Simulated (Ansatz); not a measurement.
# Run report: TaN, geometry relaxation (part 2 of 2)

TaN (R-3m, 2 atoms in the cell); DFT PBEsol, scalar-relativistic, plane waves, PAW, no spin polarisation (Ansatz 0.2.0); cutoff 420 eV, 12×12×13 k-mesh, Gaussian smearing of 0.1 eV. The structure derives from an entry of the Crystallography Open Database. It belongs to a series of runs on one base structure; here: film's bulk on the substrate's plane, third vector and atoms relaxed.

Geometry of the input (Å; fractional positions):
```
3.0359  0.0000  0.0000
-1.5179  2.6291  0.0000
1.5179  0.8764  2.5845
Ta 0.0000  0.0000  0.0000
N  -0.0000  0.5000  0.5000
```

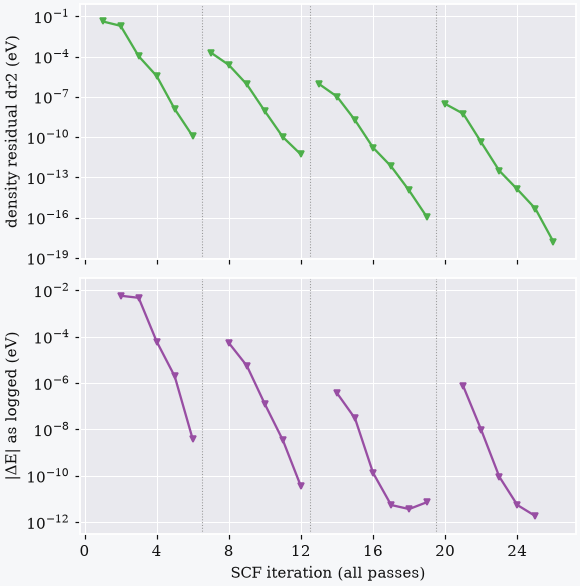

*Convergence of the self-consistent field: density residual dr2 and size of the energy change against the SCF iteration. The dotted lines part the SCF passes of the relaxation: geometry steps, rejected trials and re-solves on a re-selected basis.*

The passes take 6, 6, 7 and 7 iterations.

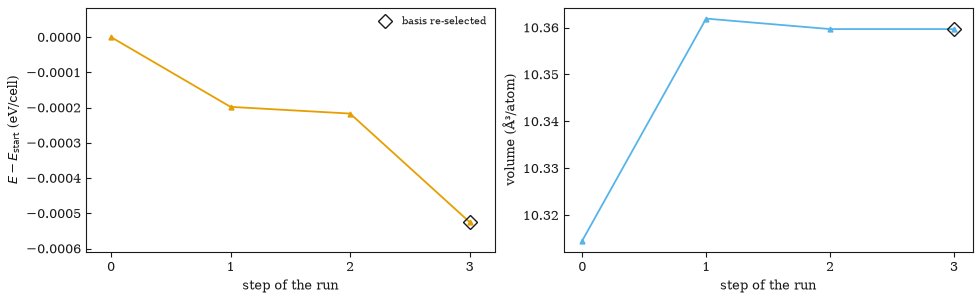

*Progress of the relaxation, step by step (the first geometry is step 0 here and step 1 in the log).*

Over 2 geometry steps the energy falls by 0.2 meV per cell of the calculation. All forces vanish by symmetry, so only the cell relaxes. The pressure goes from 5.70 to 4.08 GPa. No atom moves by more than 0.005 Å relative to the cell. Cell: a = b stay at 3.036 Å, c 3.123 → 3.132 Å (+0.3 %). Volume +0.4 %. Distances before and after: Ta1–Ta1 3.123 → 3.132 Å. The space group stays R-3m (No. 166). A last SCF at the same geometry on a re-selected plane-wave basis shifts the energy by −0.3 meV per cell of the calculation. (Atoms are counted from 1 in the order of the input.)

```
basis re-selected at this cell: Δ(F+E_penalty+E_count) = -3.072e-4 eV, ΔP = +0.024 GPa vs the last step (what re-selecting the basis moved, of the pressure what is left beyond the Pulay correction that the steps carried, after the strain that the cell walked since its last selection, with what the two solves' SCF thresholds leave and, on support functions, any second-order correction that the steps lacked; it is no measure of the basis error at this ecutwfc). This SCF's stress stands 6.03e-2 GPa from its target on what of the cell is left free (relax.cell.stress_tol is 1.00e-1 GPa) and its largest allowed force component is 1.18e-30 eV/Å (relax.f_tol is 1.00e-2 eV/Å): within both
SCF converged after 7 iterations
Free energy (F): -10187.044309 eV
Harris-Foulkes:  -10187.044309 eV  (|F-HF|=0.00e0)
Internal energy: -10187.039653 eV  (E = F + TS)
E sigma→0 (E₀):  -10187.041981 eV
Entropy (-TS):   -0.004655 eV (-2.328 meV/atom)
Fermi energy:    22.102998 eV
--- Per-component energies (eV) ---
  E_band       = -36.688875
  E_kinetic    = 502.455805
  E_local      = -567.047495  (includes V_loc(G=0)·N_el)
  E_nonlocal   = 63.147419
  E_hartree    = 191.398516
  E_xc         = -278.684718
  E_vxc        = -282.717614  (∫ρ·V_xc dr)
  E_paw        = -8395.731765  (= ΣΔE_a)
  E_vpaw       = -135.324265  (= ΣTr[D̂ρ^β])
  E_aug_tail   = 0.000244  (compensation charges beyond the density's cutoff)
  E_ewald      = -1702.819404
  E_core_change = 0.241745  (= ΣΔE_core)
  E_smearing   = -0.004655  (= −TS)
  E_closure    = 0.000000  (closes the sum)
  Σ components = -10187.044309   (vs F -10187.044309, Δ=0.00e0)
--- Forces (eV/Å), atoms counted from 1 ---
  atom   1  Ta     0.00000000     0.00000000    -0.00000000
  atom   2  N      0.00000000     0.00000000    -0.00000000
  max |Σ_I F_I| component: 3.94e-30 eV/Å
--- Stress (GPa, compression-positive) ---
        6.082861      -0.011942       0.024396
       -0.011942       6.096651       0.014085
        0.024396       0.014085       0.046355
  P = ⅓ Tr σ = 4.0753 GPa (40.753 kbar)
--- Band table (eV; the first three rows and the last of 511) ---
  k-point 0: bands = ["-47.2282", "-13.5417", "-13.4289", "-13.4274", "3.1496", "18.1028", "18.3845", "18.3853", "19.4235", "20.1765", "20.1771", "22.2256", "22.2274", "23.9538", "31.3097", "46.3476", "46.7846"]
  k-point 1: bands = ["-47.2251", "-13.5957", "-13.4328", "-13.4313", "3.2947", "17.2671", "17.8925", "17.8933", "19.9532", "20.4261", "20.4265", "22.7748", "22.7768", "24.3148", "31.6806", "43.8955", "45.4647"]
  k-point 2: bands = ["-47.2167", "-13.7421", "-13.4436", "-13.4421", "3.7069", "15.8964", "16.9903", "16.9914", "20.5895", "20.9397", "20.9397", "24.0576", "24.0602", "25.2294", "32.6778", "41.1312", "43.0610"]
  k-point 510: bands = ["-47.1580", "-14.4221", "-13.6105", "-13.5516", "6.3625", "11.6062", "14.0806", "14.5551", "23.2215", "24.6255", "24.7271", "26.1205", "29.8590", "30.1332", "33.6808", "34.4948", "34.7158"]
--- Relaxed structure (3 steps of the walk, 3 accepted, 1 SCFs on fresh bases) ---
  F+E_penalty+E_count = -10187.04430858 eV   max|allowed force component| = 1.183e-30 eV/Å   (the final SCF, on the basis selected at the relaxed cell)
  cell:  # Å, volume = 20.7193 Å³
    - [3.035871701732402, -1.3622065613422144e-8, -0.00037809226469295116]
    - [-1.5179358626132538, 2.6291420367347795, -1.957706791345437e-11]
    - [1.5176139639730855, 0.8761948306258819, 2.595592060351526]
  atoms:
    - { symbol: Ta, position: [-6.985994143345031e-36, -3.4929970717300454e-36, 1.0478991215190132e-35] }
    - { symbol: N, position: [0.0, 0.49999999999999994, 0.5] }
```

Trajectory as extended XYZ (Å, eV, eV/Å), 4 frames, from step=1 to step=4
```
2
Lattice="3.0359 0.0000 0.0000 -1.5179 2.6291 0.0000 1.5179 0.8764 2.5845" Properties=species:S:1:pos:R:3:forces:R:3 step=1 energy=-10187.04378 pressure_GPa=5.70
Ta    0.0000    0.0000    0.0000    0.0000   0.0000   0.0000
N     0.0000    1.7528    1.2923    0.0000   0.0000   0.0000
2
Lattice="3.0359 0.0000 -0.0008 -1.5179 2.6291 0.0000 1.5172 0.8760 2.5959" Properties=species:S:1:pos:R:3:forces:R:3 step=2 energy=-10187.04398 pressure_GPa=3.97
Ta    0.0000    0.0000    0.0000    0.0000   0.0000   0.0000
N    -0.0003    1.7526    1.2979    0.0000   0.0000   0.0000
2
Lattice="3.0359 0.0000 -0.0004 -1.5179 2.6291 0.0000 1.5176 0.8762 2.5956" Properties=species:S:1:pos:R:3:forces:R:3 step=3 energy=-10187.04400 pressure_GPa=4.05
Ta    0.0000    0.0000    0.0000    0.0000   0.0000   0.0000
N    -0.0002    1.7527    1.2978    0.0000   0.0000   0.0000
2
Lattice="3.0359 0.0000 -0.0004 -1.5179 2.6291 0.0000 1.5176 0.8762 2.5956" Properties=species:S:1:pos:R:3:forces:R:3 step=4 energy=-10187.04431 pressure_GPa=4.08
Ta    0.0000    0.0000    0.0000    0.0000   0.0000   0.0000
N    -0.0002    1.7527    1.2978    0.0000   0.0000   0.0000
```

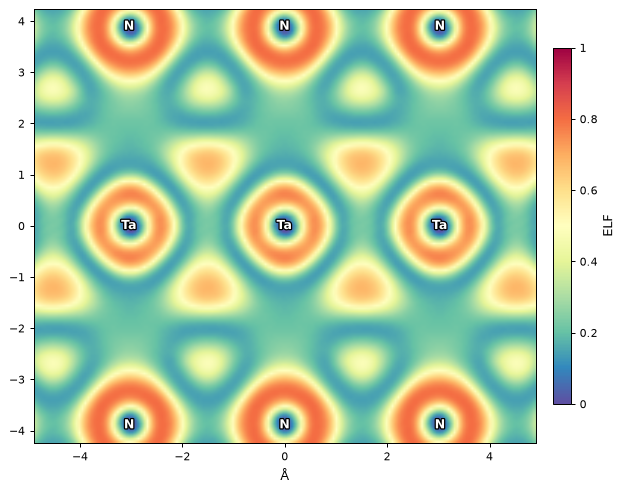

*ELF on the (010) plane of the conventional cell.*

Ta–Ta (3.04 Å): the ELF is about 0.25 at the midpoint; no shared electron pair. The strong features right at Ta lie inside the PAW spheres (semicore, d or f shells) and say nothing about bonding. The fields are those of the smooth PAW valence density.

Summary

```json
{"quantity": "outcome", "value": "converged"}
{"quantity": "space group (tolerance 0.01 Å)", "value": "R-3m (166)"}
{"quantity": "electrons treated", "value": "18"}
{"quantity": "free energy", "value": "−10187.0443 eV"}
{"quantity": "Fermi energy", "value": "22.103 eV"}
{"quantity": "gap on the k-point mesh", "value": "none (metallic)"}
{"quantity": "pressure", "value": "4.08 GPa"}
{"quantity": "final volume", "value": "20.72 Å³"}
{"quantity": "largest force (length of the vector) at the end", "value": "under 0.001 eV/Å"}
{"quantity": "final cell", "value": "a = 3.036 Å, b = 3.036 Å, c = 3.132 Å, α = 90.00°, β = 61.02°, γ = 120.00°"}
{"quantity": "wall time", "value": "24 s (CPU time 46 s)"}
{"quantity": "peak memory", "value": "0.53 GiB"}
```

Notes

The program warns: the k-point mesh lowers the symmetry that the run can use. Spin–orbit coupling is left out, which matters for Ta.
